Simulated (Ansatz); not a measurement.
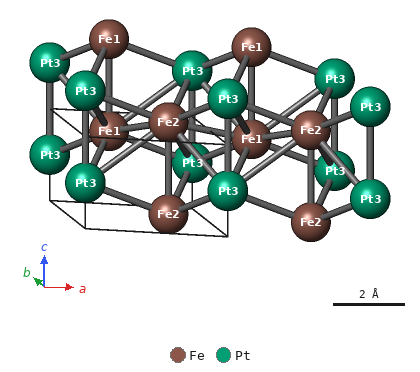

**Figure 1.** The input geometry (ball-and-stick view of the cell of the calculation, repeated 2 × 1 × 2, seen slightly off an axis; atoms are numbered from 1 in the order of the input). An atom can appear more than once, as a periodic image.

**Band-structure calculation, with input and output: Fe2Pt**

The run: band-structure calculation of Fe2Pt (3 atoms in the cell). Method and program: DFT PBE, scalar-relativistic, plane waves, PAW, spin-polarised (Ansatz 0.2.0).

The structure was made by a generator, so it may or may not be a known phase. Figures and captions count atoms from 1; the log counts them from 0 in places.

**What the program printed**
```
Warning: the band count 32 (scf.n_extra_bands) hosts the net moment |M| = 6.5900 μB (N_el = 50) but caps the reachable moment at 2·n_bands − N_el = 14.0000 μB, below the 34 bands that the automatic rule leaves for it — a moment growing past the seed, or the majority channel's smearing tail, pins there with fewer empty majority states than that count leaves; raise or omit scf.n_extra_bands unless the cap is intended
Warning: checkpoint.read: spin seed differs: saved 3fd2f78ea3d9…, current e58c7bc5cd7a…; the loaded state replaces the seed-built initial guess (but the starting_ns of a DFT+U solve that opens without the state's occupation matrices), so the run may converge into the producing seed's basin, or, where the symmetry group that follows from this deck's starting moments and starting_ns does not hold the saved magnetisation, lose that magnetisation at its first build. Where atoms have moved since the state was saved, this difference can also decide whether moments are moved with them. A self-consistent run of this deck without the state starts from its starting moments and, under a DFT+U term, its starting_ns
scf.n_extra_bands = 7 over 25 filled bands (N_el = 50.0): the run solves 32 bands
Engine: ansatz 0.2.0, x86_64-unknown-linux-gnu
Pseudopotentials: kind: paw
Pseudopotential: Fe, paw, valence charge 16, recommended cutoff 420 eV (normal), Fe.paw.azcp
Pseudopotential: Pt, paw, valence charge 18, recommended cutoff 420 eV (normal), Pt.paw.azcp
Functional definition: PBE
  parameter kappa = 0.804
  parameter beta = 0.06672455060314922
  exchange = pbe_x(kappa = kappa, mu = beta*pi^2/3)
  correlation = pbe_c(beta = beta)
Crystal: 3 atoms, lattice volume = 40.163 Å³
Basis set: ecut = 420 eV, 771 PW (Γ), exchange–correlation on 60×60×36 points (8 copies of the dense FFT grid, shifted against one another)
Bands: 32, of which v1, the nominal top of the filled ones, is band 25 counted from 1 (24 counted from 0)
Symmetry: 12 space group operations
Space group: P-3m1 (ITA 164), of the structure as read, at distance tolerance 3.4e-5 Å
Magnetic group: BNS 164.85 (UNI 1315), of the structure as read, at distance tolerance 3.4e-5 Å
k-points: 286 of 2592
Non-local potential: Fe, projectors of the file, l = 0: 3, l = 1: 2, l = 2: 3, l = 3: 1
Non-local potential: Pt, projectors of the file, l = 0: 3, l = 1: 2, l = 2: 2, l = 3: 1
PAW form: soft (Blöchl's): semilocal exchange-correlation on the pseudo side does not see the compensation charge
PAW one-centre angular grid: Fe, 590 points (default); XC on 64 Gauss nodes
PAW one-centre angular grid: Pt, 590 points (default); XC on 64 Gauss nodes
Initial density: read from a saved state, or passed on in memory by an earlier SCF of this step, an earlier step, the calling program or the single point that the run made first
Stability of the state it starts from, as read at its close in the collinear treatment: not read negative (Ritz values of 1 − χ₀K, real part plus size of imaginary part, from 0.66 to 1.7, by its mixing steps under the symmetry group of the SCF that read it); its run was given moments
Starting moments: Σ|m| = 6.59 μB on 3 of 3 sites; this step starts from the density that it was given
Initial wavefunctions: pseudopotential atomic-orbital guess
Functional: x = pbe(κ = 0.804, μ = 0.2195149727645171), c = pbe(β = 0.06672455060314922)
iter 1 solved again at ethr=3.07e-8 eV; its pass at ethr=3.10e-3 eV (dr2=1.54e-5 eV) is discarded
SCF iter   1: F=—  HF=-21484.185935 eV  |F-HF|=—  |Δ(HF+E_count)|=         —  Δρ=1.02e-6 (↑1.02e-6 ↓1.00e-6)  dr2=1.38e-9  dr2_m=6.82e-12  M=5.913 μB ∫|m|=6.199 μB  β_m=0.30  ethr=3.07e-8  ⟨swp⟩=3.0  Hψ=115376  notcnv=0
eigensolver tolerance schedule: the retry pair's looser diagonalisation over-reported the residual by 11105.03 of it (diagonalisation noise at 0.12 of the residual, at the tolerance the schedule requests for it); recorded, not acted on — ethr = c·dr2/N_el stays at c = 1.0e-1
preconditioner: auto → none  [metal: Δε(μ)=0.001 eV  Ē_g=6.956 eV  σ=0.100 eV  W_gap=0.01  n_scr=8 (ndim 8)  ℏωp=29.9 eV  f_vac=0.000  D(μ)=2.58/eV (n_scr^D=26)]
SCF iter   2: F=-21484.185935 eV  HF=-21484.185935 eV  |F-HF|=4.93e-9  |Δ(HF+E_count)|=   3.73e-9  Δρ=1.87e-6 (↑1.66e-6 ↓1.87e-6)  dr2=5.00e-9  dr2_m=1.58e-11  M=5.913 μB ∫|m|=6.199 μB  ethr=2.76e-12  ⟨swp⟩=8.3  Hψ=99604  notcnv=0
SCF 1 converged in 2 iterations: F = -21484.185935 eV  dr2 = 5.00e-9
  greatest PAW one-centre occupation: 1.002 electrons in one spin orbital (limit 2), on the Fe atom at site 1 (counted from 0), in its partial waves of l = 1
NSCF: frozen V_eff on 129 k-points
NSCF: frozen V_eff on 514 k-points
SCF converged after 2 iterations
Magnetization: 5.9131 μB (27.9565 up, 22.0435 down)
Absolute magnetization: 6.2001 μB (∫|ρ↑−ρ↓|, with the PAW one-centre terms)
Spin contamination: 0.1410 ħ² per cell (⟨S²⟩ above its minimum at these occupations)
Per-site moments (μB) at R_I (Å): [(2.761350006169839, 1.0275608594152204), (2.7613500061698404, 1.0275608594152204), (0.46288325583944, 1.0820926804126971)]
Free energy (F): -21484.185935 eV
Harris-Foulkes:  -21484.185935 eV  (|F-HF|=4.93e-9)
Internal energy: -21484.173035 eV  (E = F + TS)
E sigma→0 (E₀):  -21484.179485 eV
Entropy (-TS):   -0.012901 eV (-4.300 meV/atom)
Fermi energy:    19.351460 eV
--- Per-component energies (eV) ---
  E_band       = -607.180337
  E_kinetic    = 1332.256990
  E_local      = -5847.105130  (includes V_loc(G=0)·N_el)
  E_nonlocal   = 643.680578
  E_hartree    = 2380.119541
  E_xc         = -495.797419
  E_vxc        = -604.046244  (∫ρ·V_xc dr)
  E_paw        = -12190.398644  (= ΣΔE_a)
  E_vpaw       = -892.211604  (= ΣTr[D̂ρ^β])
  E_aug_tail   = 0.001797  (compensation charges beyond the density's cutoff)
  E_ewald      = -7306.930747
  E_smearing   = -0.012901  (= −TS)
  E_closure    = 0.000000  (closes the sum)
  Σ components = -21484.185935   (vs F -21484.185935, Δ=0.00e0)
--- Forces (eV/Å), atoms counted from 1 ---
  atom   1  Fe     0.00000000     0.00000000    -0.00364472
  atom   2  Fe     0.00000000    -0.00000000     0.00364472
  atom   3  Pt     0.00000000     0.00000000     0.00000000
  max |Σ_I F_I| component: 8.41e-30 eV/Å
--- Stress (GPa, compression-positive) ---
        0.036267      -0.000000       0.000000
       -0.000000       0.036267       0.000000
        0.000000       0.000000       0.045864
  P = ⅓ Tr σ = 0.0395 GPa (0.395 kbar)
--- Band table (eV; the first three rows and the last of 572) ---
  k-point 0 ↑: bands = ["-79.4550", "-69.1298", "-69.0857", "-35.2476", "-35.2476", "-35.1012", "-35.1012", "-35.0657", "-35.0614", "-33.6752", "-33.6752", "-33.5195", "10.0836", "13.3846", "14.8694", "14.8694", "15.9765", "16.0242", "16.0242", "16.3291", "16.3291", "16.5597", "17.5983", "17.5983", "17.6372", "17.6372", "18.3696", "18.3696", "25.1774", "25.1774", "26.4119", "26.7587"]
  k-point 1 ↑: bands = ["-79.4543", "-69.1294", "-69.0853", "-35.2471", "-35.2471", "-35.1008", "-35.1008", "-35.0703", "-35.0645", "-33.6743", "-33.6743", "-33.5320", "10.1698", "13.4753", "14.8418", "14.8418", "15.8944", "15.8944", "16.0313", "16.3680", "16.3680", "16.6057", "17.5974", "17.5974", "17.6571", "17.6571", "18.3851", "18.3851", "25.2935", "25.2935", "26.4301", "26.7876"]
  k-point 2 ↑: bands = ["-79.4525", "-69.1281", "-69.0844", "-35.2458", "-35.2458", "-35.0994", "-35.0994", "-35.0829", "-35.0740", "-33.6715", "-33.6715", "-33.5678", "10.4227", "13.7393", "14.7611", "14.7611", "15.6100", "15.6100", "16.1926", "16.4037", "16.4037", "16.7441", "17.5990", "17.5990", "17.7095", "17.7095", "18.4288", "18.4288", "25.6212", "25.6212", "26.4869", "26.8753"]
  k-point 285 ↓: bands = ["-79.1422", "-65.8843", "-65.8843", "-33.5935", "-33.2917", "-33.2917", "-32.1115", "-32.0836", "-32.0836", "-31.9942", "-31.9942", "-31.9183", "13.9746", "13.9746", "15.2606", "16.1678", "16.1678", "17.6889", "17.6889", "17.9442", "18.9652", "19.2373", "19.2373", "20.0842", "21.2079", "21.4428", "21.4428", "22.4381", "23.4239", "23.4239", "25.8682", "26.9001"]
--- Löwdin populations: 3 sites ---
  site symbol       q [e]    m [muB]
     0     Fe     15.6574     2.8008
     1     Fe     15.6574     2.8008
     2     Pt     18.0451     0.4960
  spilling = 0.012799 (of n_electrons = 50.000000)
--- Bader charges: 3 sites ---
  site symbol  charge [e]  shift [e]    m [muB]
     0     Fe      0.4187     0.0011     2.7801
     1     Fe      0.4187     0.0011     2.7801
     2     Pt     -0.8374     0.0022     0.3528
  estimated error of the sums over rays = 4.9e-4 e
```

**File bader_charges.tsv**
```
# site	symbol	x_ang	y_ang	z_ang	partial_charge_e	electrons	volume_ang3	relative_density_drop	shared_charge_e	partial_wave_shift_e	spin_moment_mub
# quadrature_error_electrons = 4.9e-4
0	Fe	0.0000	2.4164	2.3448	0.41869	25.58131	11.03	-	0.41869	0.00108	2.78012
1	Fe	2.0926	1.2082	0.3027	0.41870	25.58130	11.03	-	0.41870	0.00108	2.78012
2	Pt	0.0000	0.0000	1.3238	-0.83739	78.83739	18.11	-	-0.83739	0.00216	0.35285
```

**File populations.tsv**
```
# site	symbol	l	j	q_up	q_dn
# orbitals = lowdin
# n_electrons = 50.000000
# spilling = 0.012799
0	Fe	0_3S	-	0.994410	0.994822
0	Fe	0_4S	-	0.426777	0.454701
0	Fe	1_3P	-	2.998959	2.998517
0	Fe	2_3D	-	4.808979	1.980283
1	Fe	0_3S	-	0.994410	0.994822
1	Fe	0_4S	-	0.426777	0.454701
1	Fe	1_3P	-	2.998959	2.998517
1	Fe	2_3D	-	4.808979	1.980283
2	Pt	0_5S	-	0.991219	0.990988
2	Pt	0_6S	-	0.544777	0.567343
2	Pt	1_5P	-	2.997985	2.997676
2	Pt	2_5D	-	4.736573	4.218584
```

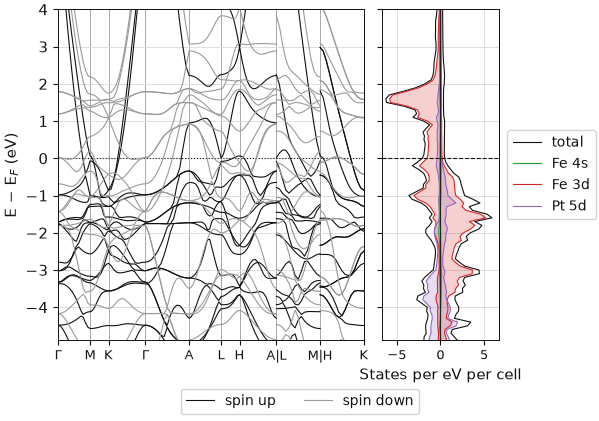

**Figure 2.** Band structure along Γ–M–K–Γ–A–L–H–A|L–M|H–K and density of states (projected on Löwdin-orthogonalised atomic shells), with energies from the Fermi level. Bands cross the Fermi level: a metal at this level of theory.

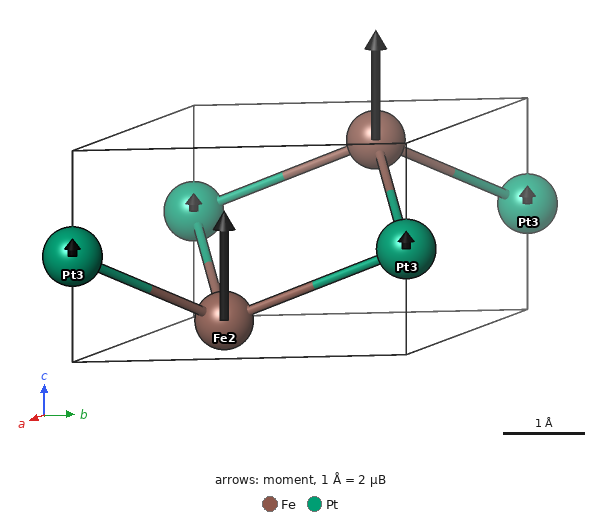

**Figure 3.** Magnetic moments of the sites as black arrows (ball-and-stick view of the cell of the calculation, seen slightly off an axis; atoms are numbered from 1 in the order of the input); small moments hardly show. The run is collinear, so the axis drawn is arbitrary. Site moments: Fe1, Fe2 (2.76 μB); Pt3 (0.46 μB). They are counted near the atoms and needn't add up to the moment of the cell.

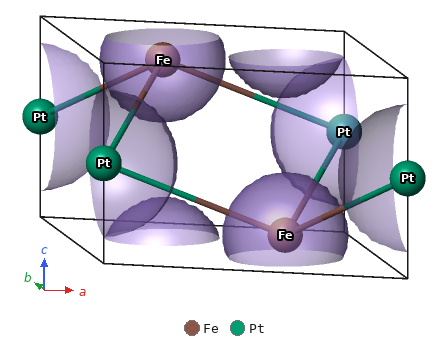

**Figure 4.** Isosurface of the valence charge density (pseudo) at 1 e/Å³ (purple), seen slightly off an axis. Sticks mark near contacts. The outline is the cell set on symmetry axes. At this value the density breaks into separate islands; it holds about 75 % of the electrons treated as valence (semicore included). It is pinched off along the Fe–Fe (2.49 Å), Fe–Pt (2.62 Å), Pt–Pt (2.65 Å) and Fe–Fe (2.65 Å) contacts. On the grid the lowest density along these lines, outside the cores, is 0.33 e/Å³ (Fe–Fe, 2.49 Å), 0.36 e/Å³ (Fe–Pt, 2.62 Å), 0.47 e/Å³ (Pt–Pt, 2.65 Å) and 0.25 e/Å³ (Fe–Fe, 2.65 Å). In a PAW calculation such maps are meaningful between the atoms, not at the nuclei.

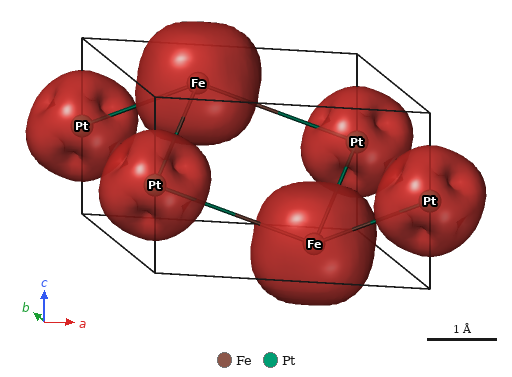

**Figure 5.** Isosurface of the spin density (up minus down) at +0.1 e/Å³ (red), seen slightly off an axis. Sticks mark near contacts. The outline is the cell set on symmetry axes. The cell of the calculation (3 atoms) carries 5.9 μB net.

This output came from the following input.

**Input**
```yaml
crystal:
  lattice:
    - [4.185286128, 0.0, 0.0]
    - [-2.092643064, 3.624564109, 0.0]
    - [0.0, 0.0, 2.6475332543]
  atoms:
    - { symbol: Fe, position: [0.3333333333, 0.6666666667, 0.8856701776], spin: 3.04 }
    - { symbol: Fe, position: [0.6666666667, 0.3333333333, 0.1143298224], spin: 3.04 }
    - { symbol: Pt, position: [0.0, 0.0, 0.5], spin: 0.51 }
basis:
  ecutwfc: 420
kpoints:
  mp_grid: { grid: [12, 12, 18] }
  band_path:
    path:
      - [[0.0, 0.0, 0.0], [0.5, 0.0, 0.0], [0.33333333, 0.33333333, 0.0], [0.0, 0.0, 0.0], [0.0, 0.0, 0.5], [0.5, 0.0, 0.5], [0.33333333, 0.33333333, 0.5], [0.0, 0.0, 0.5]]
      - [[0.5, 0.0, 0.5], [0.5, 0.0, 0.0]]
      - [[0.33333333, 0.33333333, 0.5], [0.33333333, 0.33333333, 0.0]]
    npoints: 14
hamiltonian:
  xc: pbe
scf:
  occupations: { method: gaussian, width: 0.1 }
  n_extra_bands: 7
output:
  forces: true
  stress: true
  eigenvalues: true
  populations: true
  dos: { projected: true, de: 0.02, nscf_kmesh: { grid: [15, 15, 22] } }
  bader: true
  write_density: true
  write_potential: true
  elf: true
  volumetric_format: npy
magnetization:
  spin_polarized: true
checkpoint:
  read: start.run
  write: ck
  compress: false
  write_wavefunctions: false
  write_every: 100000
```

Command:
```bash
ansatz run input.yaml --threads 1 --pin off --max-ram 2560MiB --backend cpu --events-out ev --progress --plain --runs-dir out
```

**Summary**

| quantity | value |
| --- | --- |
| outcome | converged |
| space group (tolerance 0.01 Å) | P-3m1 (164) |
| electrons treated | 50 |
| free energy | −21484.1859 eV |
| Fermi energy | 19.351 eV |
| gap on the k-point mesh | none (metallic) |
| net moment of the cell | 5.91 μB |
| integrated absolute moment | 6.20 μB |
| pressure | 0.04 GPa |
| largest force (length of the vector) | 0.004 eV/Å |
| hardware | 1 thread of Intel Xeon @ 3.00GHz (Skylake/Cascade Lake), 12 GiB of memory available, shared host |
| wall time | 1.7 min |
| peak memory | 0.81 GiB |

Notes on the run: the state was not tested for a lower one. Spin–orbit coupling is left out, which matters for Pt.
